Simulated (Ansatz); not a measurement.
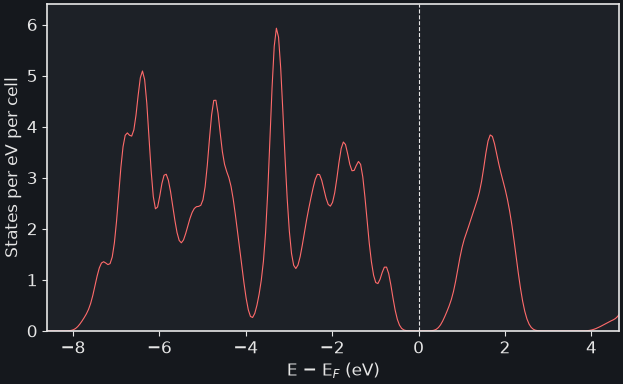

Density of states. Energies are counted from the Fermi level, put mid-gap where there is a gap. The curve is built from the levels of the k mesh with Gaussians 0.3 eV wide, which also blur the band edges.

Structure: PtS₂, space group R-3m (No. 166), 3 atoms in the cell, CdCl2 (3R octahedral) bulk type, hydrostatic strain +0.7%.

Level of theory: DFT, r2SCAN, plane waves, PAW, no spin polarisation, 8×8×8 k mesh, 500 eV cutoff; code Ansatz.

Q: Is there a gap at the Fermi level, and how wide?

A: There is a gap; over the k points computed it is 1.29 eV (indirect; the smallest direct gap is 1.44 eV).

Q: How wide is the upper valence band?

A: The upper group of valence states starts about 7.1 eV under the valence-band top (which lies at −0.6 eV on this axis), with a gap beneath it; it holds about 18 electrons a cell.

Spin-orbit coupling is left out, which matters for Pt.
